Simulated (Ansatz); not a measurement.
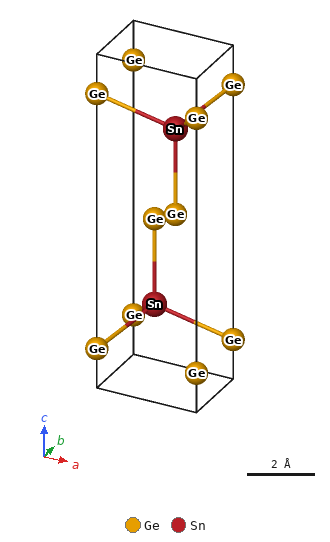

The input geometry (ball-and-stick view of the cell of the calculation, seen slightly off an axis). An atom can appear more than once, as a periodic image. Near neighbours in the periodic cell (some may lie outside the picture): Ge has 1 Ge at 2.45 Å and 3 Sn at 2.62 Å; Ge has 3 Ge at 2.56 Å and 1 Sn at 2.66 Å; Sn has 4 Ge at 2.62 to 2.66 Å.

## Run report: SnGe₂, single-point calculation

System: SnGe₂ (P-3m1, 6 atoms in the cell).
Method: DFT, PBE, plane waves, PAW, no spin polarisation (Ansatz 0.2.0).

The structure was built on a prototype by a generator. The geometry comes from this level: r2SCAN.

### The input
```yaml
crystal:
  lattice:
    - [4.2416974336, 0.0, 0.0]
    - [-2.1208487168, 3.6734177327, 0.0]
    - [0.0, 0.0, 10.3577214411]
  atoms:
    - { symbol: Ge, position: [0.0, 0.0, 0.8818589599] }
    - { symbol: Ge, position: [0.6666666667, 0.3333333333, 0.5355174598] }
    - { symbol: Sn, position: [0.3333333333, 0.6666666667, 0.208018859] }
    - { symbol: Sn, position: [0.6666666667, 0.3333333333, 0.791981141] }
    - { symbol: Ge, position: [0.3333333333, 0.6666666667, 0.4644825402] }
    - { symbol: Ge, position: [0.0, 0.0, 0.1181410401] }
kpoints:
  mp_grid: { grid: [12, 12, 4] }
  band_path:
    path:
      - [0.0, 0.0, 0.0]
      - [0.5, 0.0, 0.0]
      - [0.3333333333, 0.3333333333, 0.0]
      - [0.0, 0.0, 0.5]
      - [0.5, 0.0, 0.5]
      - [0.3333333333, 0.3333333333, 0.5]
    npoints: 1
hamiltonian:
  xc: pbe
scf:
  occupations: { method: fermi_dirac, width: 0.02 }
  n_extra_bands: 5
output:
  forces: true
  stress: true
  eigenvalues: true
```

Run on 2 threads of Arm Neoverse V1, 24 GiB of memory available, shared host.

Run as:
```bash
ansatz run input.yaml --threads 2 --pin off --max-ram 3686MiB --backend cpu --events-out ev --progress --plain --runs-dir out
```

### Log
```
scf.n_extra_bands = 5 over 42 filled bands (N_el = 84.0): the run solves 47 bands
Engine: ansatz 0.2.0, aarch64-unknown-linux-gnu
Pseudopotentials: kind: paw
Pseudopotential: Ge, paw, valence charge 14, recommended cutoff 420 eV (normal), Ge.paw.azcp
Pseudopotential: Sn, paw, valence charge 14, recommended cutoff 420 eV (normal), Sn.paw.azcp
Functional definition: PBE
  parameter kappa = 0.804
  parameter beta = 0.06672455060314922
  exchange = pbe_x(kappa = kappa, mu = beta*pi^2/3)
  correlation = pbe_c(beta = beta)
Crystal: 6 atoms, lattice volume = 161.389 Å³
Basis set: ecut = 420 eV, 3185 PW (Γ), exchange–correlation on 60×60×144 points (8 copies of the dense FFT grid, shifted against one another)
Bands: 47, of which v1, the nominal top of the filled ones, is band 42 counted from 1 (41 counted from 0)
Symmetry: 12 space group operations
Space group: P-3m1 (ITA 164), of the structure as read, at distance tolerance 5.4e-5 Å
k-points: 69 of 576
Non-local potential: Ge, projectors of the file, l = 0: 2, l = 1: 2, l = 2: 3, l = 3: 1
Non-local potential: Sn, projectors of the file, l = 0: 2, l = 1: 2, l = 2: 2, l = 3: 2
PAW form: soft (Blöchl's): semilocal exchange-correlation on the pseudo side does not see the compensation charge
PAW one-centre angular grid: Ge, 590 points (default); XC on 64 Gauss nodes
PAW one-centre angular grid: Sn, 590 points (default); XC on 64 Gauss nodes
Initial density: superposition of atomic densities (neutral atoms: chi_scale 0, normalization atom), corrected by the library's trained network
Initial wavefunctions: pseudopotential atomic-orbital guess
Functional: x = pbe(κ = 0.804, μ = 0.2195149727645171), c = pbe(β = 0.06672455060314922)
SCF iter   1: F=—  HF=-29228.021309 eV  |F-HF|=—  |Δ(HF+E_count)|=         —  Δρ=1.59e-3  dr2=1.19e-2  ethr=1.77e-3  ⟨swp⟩=6.8  Hψ=12315  notcnv=0
preconditioner: auto → LDOS  [metal: Δε(μ)=0.025 eV  Ē_g=20.401 eV  σ=0.020 eV  W_gap=0.30  n_scr=38 (ndim 8)  ℏωp=26.8 eV  f_vac=0.085  D(μ)=0.69/eV (n_scr^D=2)  β→1.0]
SCF iter   2: F=—  HF=-29228.022074 eV  |F-HF|=—  |Δ(HF+E_count)|=   7.64e-4  Δρ=1.86e-3  dr2=2.34e-2  ethr=1.42e-5  ⟨swp⟩=3.0  Hψ=7245  notcnv=0  defer=53
SCF iter   3: F=—  HF=-29228.016510 eV  |F-HF|=—  |Δ(HF+E_count)|=   5.56e-3  Δρ=4.33e-4  dr2=2.19e-3  ethr=1.42e-5  ⟨swp⟩=3.1  Hψ=5946  notcnv=0  defer=53
SCF iter   4: F=—  HF=-29228.016175 eV  |F-HF|=—  |Δ(HF+E_count)|=   3.35e-4  Δρ=9.28e-5  dr2=2.05e-5  ethr=2.61e-6  ⟨swp⟩=2.0  Hψ=4048  notcnv=0  defer=53
SCF iter   5: F=—  HF=-29228.016082 eV  |F-HF|=—  |Δ(HF+E_count)|=   9.30e-5  Δρ=3.48e-5  dr2=1.76e-6  ethr=2.45e-8  ⟨swp⟩=2.0  Hψ=6128  notcnv=0  defer=53
SCF iter   6: F=—  HF=-29228.016082 eV  |F-HF|=—  |Δ(HF+E_count)|=   3.55e-7  Δρ=9.92e-6  dr2=1.67e-7  ethr=2.09e-9  ⟨swp⟩=2.0  Hψ=5738  notcnv=0  defer=53
SCF iter   7: F=-29228.016082 eV  HF=-29228.016082 eV  |F-HF|=1.29e-8  |Δ(HF+E_count)|=  9.86e-10  Δρ=3.69e-6  dr2=1.77e-8  ethr=1.19e-10  ⟨swp⟩=8.9  Hψ=13049  notcnv=0
SCF 1 converged in 7 iterations: F = -29228.016082 eV  dr2 = 1.77e-8
  greatest PAW one-centre occupation: 0.998 electrons in one spin orbital (limit 2), on the Ge atom at site 4 (counted from 0), in its partial waves of l = 2
```

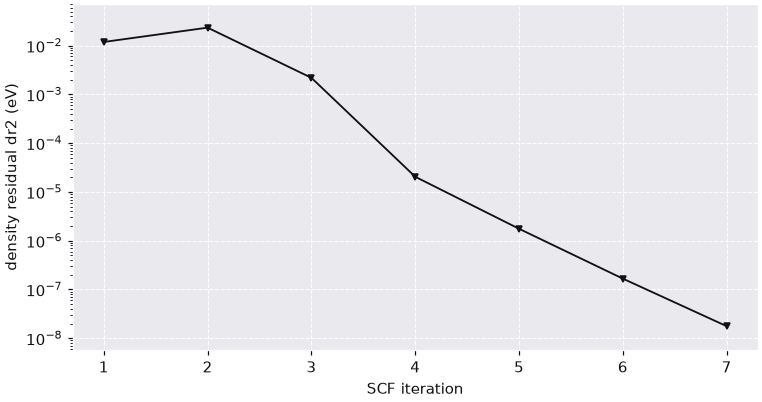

Convergence of the self-consistent field: density residual dr2 against the SCF iteration. The residual falls almost steadily, with no more than small rises.

```
NSCF: frozen V_eff on 6 k-points
SCF converged after 7 iterations
Free energy (F): -29228.016082 eV
Harris-Foulkes:  -29228.016082 eV  (|F-HF|=1.29e-8)
Internal energy: -29228.015209 eV  (E = F + TS)
E sigma→0 (E₀):  -29228.015646 eV
Entropy (-TS):   -0.000873 eV (-0.145 meV/atom)
Fermi energy:    8.093885 eV
--- Per-component energies (eV) ---
  E_band       = -864.128946
  E_kinetic    = 819.261721
  E_local      = -12383.774414  (includes V_loc(G=0)·N_el)
  E_nonlocal   = 1608.063297
  E_hartree    = 5753.051361
  E_xc         = -1065.546488
  E_vxc        = -448.401877  (∫ρ·V_xc dr)
  E_paw        = -16354.260105  (= ΣΔE_a)
  E_vpaw       = -1965.369809  (= ΣTr[D̂ρ^β])
  E_aug_tail   = 0.001223  (compensation charges beyond the density's cutoff)
  E_ewald      = -7604.811805
  E_smearing   = -0.000873  (= −TS)
  E_closure    = -0.000000  (closes the sum)
  Σ components = -29228.016082   (vs F -29228.016082, Δ=0.00e0)
--- Forces (eV/Å), atoms counted from 1 ---
  atom   1  Ge    -0.00000000    -0.00000000    -0.04929386
  atom   2  Ge     0.00000000    -0.00000000     0.05005667
  atom   3  Sn    -0.00000000    -0.00000000     0.01291487
  atom   4  Sn     0.00000000     0.00000000    -0.01291487
  atom   5  Ge     0.00000000     0.00000000    -0.05005667
  atom   6  Ge     0.00000000     0.00000000     0.04929386
  max |Σ_I F_I| component: 9.25e-18 eV/Å
--- Stress (GPa, compression-positive) ---
        2.064237       0.000000       0.000000
        0.000000       2.064237      -0.000000
        0.000000      -0.000000       2.642066
  P = ⅓ Tr σ = 2.2568 GPa (22.568 kbar)
--- Band table (eV; the first three rows and the last of 69) ---
  k-point 0: bands = ["-16.8451", "-16.8451", "-16.7994", "-16.7994", "-16.7788", "-16.7361", "-16.6834", "-16.6834", "-16.6666", "-16.6666", "-16.5871", "-16.5067", "-16.5067", "-16.4722", "-16.4722", "-16.4562", "-16.4562", "-16.4127", "-16.4127", "-16.3556", "-13.4172", "-13.4156", "-13.4098", "-13.4098", "-13.4084", "-13.4084", "-13.3706", "-13.3706", "-13.3699", "-13.3699", "-3.7958", "-2.9038", "-2.3295", "2.2539", "2.4755", "6.7561", "6.7561", "6.8878", "7.0952", "7.0952", "8.0766", "8.2366", "8.2366", "8.4562", "8.5235", "10.4053", "10.4053"]
  k-point 1: bands = ["-16.8451", "-16.8451", "-16.7994", "-16.7994", "-16.7788", "-16.7361", "-16.6834", "-16.6834", "-16.6666", "-16.6666", "-16.5871", "-16.5067", "-16.5067", "-16.4722", "-16.4722", "-16.4562", "-16.4562", "-16.4127", "-16.4127", "-16.3556", "-13.4170", "-13.4158", "-13.4098", "-13.4098", "-13.4083", "-13.4083", "-13.3706", "-13.3706", "-13.3699", "-13.3699", "-3.7226", "-3.1661", "-2.0522", "1.4191", "3.5788", "6.2784", "6.7050", "6.7050", "7.2121", "7.2121", "7.6226", "8.1143", "8.1143", "8.5186", "9.1527", "10.5874", "10.5874"]
  k-point 2: bands = ["-16.8451", "-16.8451", "-16.7994", "-16.7994", "-16.7788", "-16.7361", "-16.6834", "-16.6834", "-16.6666", "-16.6666", "-16.5871", "-16.5067", "-16.5067", "-16.4722", "-16.4722", "-16.4562", "-16.4562", "-16.4127", "-16.4127", "-16.3556", "-13.4166", "-13.4162", "-13.4098", "-13.4098", "-13.4083", "-13.4083", "-13.3705", "-13.3705", "-13.3700", "-13.3700", "-3.5438", "-3.4604", "-1.8353", "1.0269", "4.7194", "5.1781", "6.6684", "6.6684", "7.3376", "7.3376", "7.5319", "7.9743", "7.9743", "8.5527", "9.3590", "10.8318", "10.8318"]
  k-point 68: bands = ["-16.8854", "-16.8253", "-16.8253", "-16.7590", "-16.7457", "-16.7457", "-16.7223", "-16.6821", "-16.6821", "-16.6230", "-16.5879", "-16.5057", "-16.5057", "-16.4715", "-16.4715", "-16.4537", "-16.4537", "-16.4103", "-16.4103", "-16.3566", "-13.4261", "-13.4223", "-13.3969", "-13.3969", "-13.3957", "-13.3957", "-13.3749", "-13.3737", "-13.3719", "-13.3719", "-1.5115", "-1.0714", "-1.0714", "0.5445", "0.9522", "0.9522", "4.1805", "4.4750", "4.4750", "5.3547", "5.5552", "5.5552", "10.7120", "10.7851", "10.7851", "11.2898", "11.5368"]
```

### File bands.tsv
```
# k_distance	band_0	band_1	band_2	band_3	band_4	band_5	band_6	band_7	band_8	band_9	band_10	band_11	band_12	band_13	band_14	band_15	band_16	band_17	band_18	band_19	band_20	band_21	band_22	band_23	band_24	band_25	band_26	band_27	band_28	band_29	band_30	band_31	band_32	band_33	band_34	band_35	band_36	band_37	band_38	band_39	band_40	band_41	band_42	band_43	band_44	band_45	band_46
# fermi_ev = 8.093885
# lock_threshold_ev = 1e-6
# [0, 0, 0] at k_distance = 0.000000
# [0.5, 0, 0] at k_distance = 0.855223
# [0.3333333333, 0.3333333333, 0] at k_distance = 1.348987
# [0, 0, 0.5] at k_distance = 2.382043
# [0.5, 0, 0.5] at k_distance = 3.237267
# [0.3333333333, 0.3333333333, 0.5] at k_distance = 3.731030
# levels_relative_to = fermi_ev
# free_energy_ev = -29228.016082
# largest_residual_norms_ev = 5.152e-4 4.720e-4 4.792e-4 4.372e-4 6.793e-4 8.456e-4 1.046e-3 1.083e-3 9.545e-4 1.085e-3 8.928e-4 8.383e-4 8.771e-4 8.397e-4 7.767e-4 7.720e-4 8.504e-4 8.208e-4 9.318e-4 8.039e-4 9.674e-4 9.316e-4 9.320e-4 1.134e-3 1.015e-3 1.059e-3 9.143e-4 1.042e-3 8.102e-4 8.922e-4 9.905e-4 9.883e-4 1.021e-3 3.642e-4 7.625e-4 1.115e-3 3.120e-4 1.292e-3 1.483e-3 6.643e-4 5.636e-4 6.830e-4 7.521e-4 9.464e-4 9.359e-4 1.464e-3 2.211e-3
0.000000	-24.938973	-24.938973	-24.893329	-24.893329	-24.872651	-24.829982	-24.777278	-24.777278	-24.760443	-24.760443	-24.680943	-24.600581	-24.600581	-24.566120	-24.566120	-24.550114	-24.550114	-24.506543	-24.506543	-24.449515	-21.511057	-21.509511	-21.503655	-21.503655	-21.502267	-21.502267	-21.464533	-21.464533	-21.463774	-21.463774	-11.889637	-10.997732	-10.423356	-5.839956	-5.618363	-1.337741	-1.337741	-1.206060	-0.998713	-0.998713	-0.017274	0.142679	0.142679	0.362303	0.429606	2.311413	2.311413
0.855223	-24.960884	-24.942232	-24.911698	-24.871191	-24.860989	-24.808657	-24.806198	-24.780579	-24.758291	-24.734872	-24.681692	-24.599937	-24.599331	-24.564968	-24.564587	-24.549111	-24.548060	-24.505390	-24.503489	-24.450378	-21.523868	-21.521185	-21.490766	-21.489816	-21.488738	-21.487113	-21.470679	-21.470484	-21.462688	-21.462139	-9.991290	-9.928898	-8.409508	-8.277500	-6.820513	-6.799352	-3.017088	-2.856898	-2.758794	-2.724761	-2.016349	-1.526653	0.590956	0.746914	1.197445	1.745090	3.366904
1.348987	-24.979329	-24.919192	-24.919192	-24.852839	-24.839583	-24.839583	-24.816228	-24.775977	-24.775977	-24.716832	-24.681787	-24.599600	-24.599600	-24.565363	-24.565363	-24.547574	-24.547574	-24.504174	-24.504174	-24.450487	-21.520096	-21.516148	-21.490455	-21.490455	-21.489893	-21.489893	-21.468997	-21.467384	-21.465827	-21.465827	-9.607528	-9.168671	-9.168671	-7.533766	-7.116285	-7.116285	-4.123444	-3.922469	-3.922469	-2.348305	-1.976237	-1.976237	1.319229	1.319229	1.357492	4.662401	4.662401
2.382043	-24.938972	-24.938972	-24.893326	-24.893326	-24.872648	-24.829982	-24.777276	-24.777276	-24.760440	-24.760440	-24.680941	-24.600578	-24.600578	-24.566121	-24.566121	-24.550112	-24.550112	-24.506542	-24.506542	-24.449513	-21.510502	-21.510054	-21.503712	-21.503712	-21.502204	-21.502204	-21.464421	-21.464421	-21.463876	-21.463876	-11.637687	-11.554299	-9.929234	-7.066998	-3.374489	-2.915772	-1.425446	-1.425446	-0.756292	-0.756292	-0.562010	-0.119599	-0.119599	0.458806	1.265151	2.737880	2.737880
3.237267	-24.960885	-24.942234	-24.911699	-24.871193	-24.860989	-24.808662	-24.806198	-24.780576	-24.758293	-24.734874	-24.681686	-24.599938	-24.599332	-24.564969	-24.564588	-24.549115	-24.548062	-24.505392	-24.503489	-24.450381	-21.523800	-21.521252	-21.491272	-21.489338	-21.488571	-21.487280	-21.470722	-21.470438	-21.462609	-21.462228	-10.098952	-9.695715	-8.984680	-7.589082	-6.973041	-6.835776	-3.403504	-3.345867	-2.680068	-2.439559	-1.299087	-1.209685	-0.121380	0.933898	1.111825	2.447398	2.497764
3.731030	-24.979329	-24.919191	-24.919191	-24.852846	-24.839583	-24.839583	-24.816221	-24.775975	-24.775975	-24.716844	-24.681768	-24.599600	-24.599600	-24.565363	-24.565363	-24.547575	-24.547575	-24.504174	-24.504174	-24.450490	-21.520004	-21.516230	-21.490740	-21.490740	-21.489619	-21.489619	-21.468794	-21.467598	-21.465818	-21.465818	-9.605340	-9.165290	-9.165290	-7.549394	-7.141655	-7.141655	-3.913426	-3.618855	-3.618855	-2.739220	-2.538715	-2.538715	2.618070	2.691190	2.691190	3.195962	3.442954
```

### Key numbers

```csv
quantity,value
outcome,converged
space group (tolerance 0.01 Å),P-3m1 (164)
electrons treated,84
free energy,−29228.0161 eV
Fermi energy,8.094 eV
band gap,none (metallic)
pressure,2.26 GPa
largest force (length of the vector),0.050 eV/Å
wall time,21 s (CPU time 42 s)
peak memory,0.66 GiB
```
